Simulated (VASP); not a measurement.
## Single-point calculation of ZrSe2 (part 2 of 2)

The same run, continued: ZrSe2 (P-3m1, 3 atoms in the cell); Kohn-Sham DFT of a periodic cell, PBE, spin-orbit coupling, VASP PAW PBE potentials, recommended, no spin polarisation (VASP 6.6.1); cutoff 300 eV, 5×5×3 k-mesh, Gaussian smearing of 0.02 eV. The structure derives from an entry of the Crystallography Open Database. It belongs to a series of runs on one base structure; here: grid = ENCUT=300 k=5x5x3 EDIFF=1e-07 PREC=Accurate LASPH=True LREAL=False SIGMA=0.02. The settings are looser than a standard set-up, so the numbers are not reference values.

Geometry of the input (Å; fractional positions):
```
3.7980  0.0000  0.0000
-1.8990  3.2892  0.0000
0.0000  0.0000  6.1920
Zr 0.0000  0.0000  0.0000
Se 0.6667  0.3333  0.7500
Se 0.3333  0.6667  0.2500
```

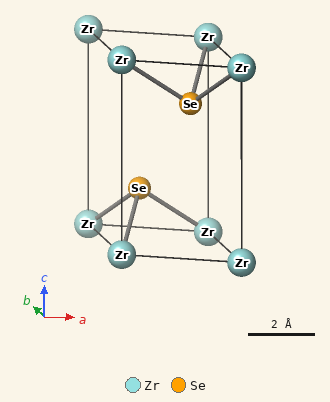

**Figure 1.** The input geometry (ball-and-stick view of the cell of the calculation, seen slightly off an axis).

**Parts of OUTCAR, continued**
```
 k-point     4 :       0.2000    0.2000    0.0000
  band No.  band energies     occupation
      1     -45.2280      1.00000
      2     -45.2280      1.00000
      3     -24.4259      1.00000
      4     -24.4259      1.00000
      5     -22.7429      1.00000
      6     -22.7429      1.00000
      7     -22.6917      1.00000
      8     -22.6917      1.00000
      9      -8.1210      1.00000
     10      -8.1210      1.00000
     11      -7.7690      1.00000
     12      -7.7690      1.00000
     13       0.7111      1.00000
     14       0.7111      1.00000
     15       0.8772      1.00000
     16       0.8772      1.00000
     17       1.0180      1.00000
     18       1.0180      1.00000
     19       1.7619      1.00000
     20       1.7619      1.00000
     21       2.1213      1.00000
     22       2.1213      1.00000
     23       3.2116      1.00000
     24       3.2116      1.00000
     25       5.5861      0.00000
     26       5.5861      0.00000
     27       6.4162      0.00000
     28       6.4162      0.00000
     29       6.9772      0.00000
     30       6.9772      0.00000
     31       7.8480      0.00000
     32       7.8480      0.00000
     33       9.3488      0.00000
     34       9.3488      0.00000
     35      11.6114      0.00000
     36      11.6114      0.00000

 k-point     5 :       0.4000    0.2000    0.0000
  band No.  band energies     occupation
      1     -45.2246      1.00000
      2     -45.2246      1.00000
      3     -24.4400      1.00000
      4     -24.4400      1.00000
      5     -22.7651      1.00000
      6     -22.7651      1.00000
      7     -22.7047      1.00000
      8     -22.7047      1.00000
      9      -7.8464      1.00000
     10      -7.8464      1.00000
     11      -7.7211      1.00000
     12      -7.7211      1.00000
     13       0.0288      1.00000
     14       0.0288      1.00000
     15       0.8269      1.00000
     16       0.8269      1.00000
     17       1.4876      1.00000
     18       1.4876      1.00000
     19       1.8158      1.00000
     20       1.8158      1.00000
     21       1.8667      1.00000
     22       1.8667      1.00000
     23       2.5028      1.00000
     24       2.5028      1.00000
     25       5.7409      0.00000
     26       5.7409      0.00000
     27       6.7400      0.00000
     28       6.7400      0.00000
     29       6.8652      0.00000
     30       6.8652      0.00000
     31       8.3218      0.00000
     32       8.3218      0.00000
     33       8.8054      0.00000
     34       8.8054      0.00000
     35      11.0252      0.00000
     36      11.0252      0.00000

 k-point     6 :       0.0000    0.0000    0.3333
  band No.  band energies     occupation
      1     -45.2377      1.00000
      2     -45.2377      1.00000
      3     -24.3868      1.00000
      4     -24.3868      1.00000
      5     -22.7079      1.00000
      6     -22.7079      1.00000
      7     -22.6222      1.00000
      8     -22.6222      1.00000
      9      -8.7707      1.00000
     10      -8.7707      1.00000
     11      -7.9509      1.00000
     12      -7.9509      1.00000
     13       0.2739      1.00000
     14       0.2739      1.00000
     15       1.4857      1.00000
     16       1.4857      1.00000
     17       1.6119      1.00000
     18       1.6119      1.00000
     19       2.7383      1.00000
     20       2.7383      1.00000
     21       3.9446      1.00000
     22       3.9446      1.00000
     23       4.2316      1.00000
     24       4.2316      1.00000
     25       5.2567      0.00000
     26       5.2567      0.00000
     27       5.2629      0.00000
     28       5.2629      0.00000
     29       6.1678      0.00000
     30       6.1678      0.00000
     31       8.8004      0.00000
     32       8.8004      0.00000
     33       8.9372      0.00000
     34       8.9372      0.00000
     35       9.6111      0.00000
     36       9.6111      0.00000

 [... further k-points ...]

 [bands above 36 left out]

------------------------ aborting loop because EDIFF is reached ----------------------------------------

  FORCE on cell =-STRESS in cart. coord.  units (eV):
  Direction    XX          YY          ZZ          XY          YZ          ZX
  --------------------------------------------------------------------------------------
  -------------------------------------------------------------------------------------
  Total        0.8194346      0.8194346      1.3943066      0.0000000      0.0000000      0.0000000
  in kB       16.9727951     16.9727951     28.8800112      0.0000000      0.0000000      0.0000000
  external PRESSURE =      20.9418671 kB  Pullay stress =       0.0000000 kB

 VOLUME and BASIS-vectors are now :
 -----------------------------------------------------------------------------
  energy-cutoff  :      300.00
  volume of cell :       77.35
      direct lattice vectors                 reciprocal lattice vectors
     3.798000000  0.000000000  0.000000000     0.263296472  0.152014289  0.000000000
    -1.899000000  3.289164484  0.000000000     0.000000000  0.304028578  0.000000000
     0.000000000  0.000000000  6.192000000     0.000000000  0.000000000  0.161498708

 POSITION                                       TOTAL-FORCE (eV/Angst)
 -----------------------------------------------------------------------------------
      0.00000      0.00000      0.00000         0.000000      0.000000      0.000000
      1.89900      1.09639      4.64400        -0.000000     -0.000000     -0.293544
     -0.00000      2.19278      1.54800         0.000000      0.000000      0.293544
 -----------------------------------------------------------------------------------
    total drift:                               -0.000000      0.000000      0.000000

  FREE ENERGIE OF THE ION-ELECTRON SYSTEM (eV)
  ---------------------------------------------------
  free  energy   TOTEN  =       -19.6302805659 eV

  energy  without entropy=      -19.6302805659  energy(sigma->0) =      -19.63028057

 Spin-Orbit-Coupling matrix elements

 Ion:    1  E_soc:     -0.1397347
 l=   1
     0.0000000    -0.0222298    -0.0222408
    -0.0222298     0.0000000    -0.0222298
    -0.0222408    -0.0222298     0.0000000
 l=   2
     0.0000000    -0.0002759     0.0000000    -0.0002759    -0.0006732
    -0.0002759     0.0000000    -0.0004988    -0.0003927    -0.0002759
     0.0000000    -0.0004988     0.0000000    -0.0004988     0.0000000
    -0.0002759    -0.0003927    -0.0004988     0.0000000    -0.0002759
    -0.0006732    -0.0002759     0.0000000    -0.0002759     0.0000000
 l=   3
     0.0000000     0.0000000     0.0000000     0.0000000     0.0000000     0.0000000     0.0000000
     0.0000000     0.0000000     0.0000000     0.0000000     0.0000000     0.0000000     0.0000000
     0.0000000     0.0000000     0.0000000     0.0000000     0.0000000     0.0000000     0.0000000
     0.0000000     0.0000000     0.0000000     0.0000000     0.0000000     0.0000000     0.0000000
     0.0000000     0.0000000     0.0000000     0.0000000     0.0000000     0.0000000     0.0000000
     0.0000000     0.0000000     0.0000000     0.0000000     0.0000000     0.0000000     0.0000000
     0.0000000     0.0000000     0.0000000     0.0000000     0.0000000     0.0000000     0.0000000

 Ion:    2  E_soc:     -0.0388694
 l=   1
     0.0000000    -0.0065629    -0.0063279
    -0.0065629     0.0000000    -0.0065629
    -0.0063279    -0.0065629     0.0000000
 l=   2
     0.0000000     0.0000009     0.0000000     0.0000009     0.0000017
     0.0000009     0.0000000     0.0000045     0.0000044     0.0000009
     0.0000000     0.0000045     0.0000000     0.0000045     0.0000000
     0.0000009     0.0000044     0.0000045     0.0000000     0.0000009
     0.0000017     0.0000009     0.0000000     0.0000009     0.0000000
 l=   3
     0.0000000     0.0000000     0.0000000     0.0000000     0.0000000     0.0000000     0.0000000
     0.0000000     0.0000000     0.0000000     0.0000000     0.0000000     0.0000000     0.0000000
     0.0000000     0.0000000     0.0000000     0.0000000     0.0000000     0.0000000     0.0000000
     0.0000000     0.0000000     0.0000000     0.0000000     0.0000000     0.0000000     0.0000000
     0.0000000     0.0000000     0.0000000     0.0000000     0.0000000     0.0000000     0.0000000
     0.0000000     0.0000000     0.0000000     0.0000000     0.0000000     0.0000000     0.0000000
     0.0000000     0.0000000     0.0000000     0.0000000     0.0000000     0.0000000     0.0000000

 Ion:    3  E_soc:     -0.0388694
 l=   1
     0.0000000    -0.0065629    -0.0063279
    -0.0065629     0.0000000    -0.0065629
    -0.0063279    -0.0065629     0.0000000
 l=   2
     0.0000000     0.0000009     0.0000000     0.0000009     0.0000017
     0.0000009     0.0000000     0.0000045     0.0000044     0.0000009
     0.0000000     0.0000045     0.0000000     0.0000045     0.0000000
     0.0000009     0.0000044     0.0000045     0.0000000     0.0000009
     0.0000017     0.0000009     0.0000000     0.0000009     0.0000000
 l=   3
     0.0000000     0.0000000     0.0000000     0.0000000     0.0000000     0.0000000     0.0000000
     0.0000000     0.0000000     0.0000000     0.0000000     0.0000000     0.0000000     0.0000000
     0.0000000     0.0000000     0.0000000     0.0000000     0.0000000     0.0000000     0.0000000
     0.0000000     0.0000000     0.0000000     0.0000000     0.0000000     0.0000000     0.0000000
     0.0000000     0.0000000     0.0000000     0.0000000     0.0000000     0.0000000     0.0000000
     0.0000000     0.0000000     0.0000000     0.0000000     0.0000000     0.0000000     0.0000000
     0.0000000     0.0000000     0.0000000     0.0000000     0.0000000     0.0000000     0.0000000

 total charge

# of ion       s       p       d       tot
------------------------------------------
    1        2.165   6.007   1.459   9.631
    2        1.461   2.411   0.028   3.899
    3        1.461   2.411   0.028   3.899
--------------------------------------------------
tot          5.086  10.829   1.514  17.429

 magnetization (x)

# of ion       s       p       d       tot
------------------------------------------
    1        0.000   0.000   0.000   0.000
    2        0.000   0.000  -0.000  -0.000
    3        0.000   0.000   0.000   0.000
--------------------------------------------------
tot          0.000   0.000  -0.000   0.000

 magnetization (y)

# of ion       s       p       d       tot
------------------------------------------
    1        0.000   0.000   0.000   0.000
    2        0.000   0.000   0.000   0.000
    3       -0.000   0.000   0.000   0.000
--------------------------------------------------
tot          0.000   0.000   0.000   0.000

 magnetization (z)

# of ion       s       p       d       tot
------------------------------------------
    1        0.000  -0.000  -0.000  -0.000
    2        0.000   0.000   0.000   0.000
    3        0.000   0.000   0.000   0.000
--------------------------------------------------
tot          0.000  -0.000  -0.000  -0.000
```

**CONTCAR**
```
ZrSe2
   1.00000000000000
     3.7980000000000000    0.0000000000000000    0.0000000000000000
    -1.8990000000000000    3.2891644836000000    0.0000000000000000
     0.0000000000000000    0.0000000000000000    6.1920000000000002
  Zr              Se
     1     2
Direct
     0.0000000000000000    0.0000000000000000    0.0000000000000000
     0.6666666667000030    0.3333333332999970    0.7500000000000000
     0.3333333332999970    0.6666666667000030    0.2500000000000000

  0.00000000E+00  0.00000000E+00  0.00000000E+00
  0.00000000E+00  0.00000000E+00  0.00000000E+00
  0.00000000E+00  0.00000000E+00  0.00000000E+00
```
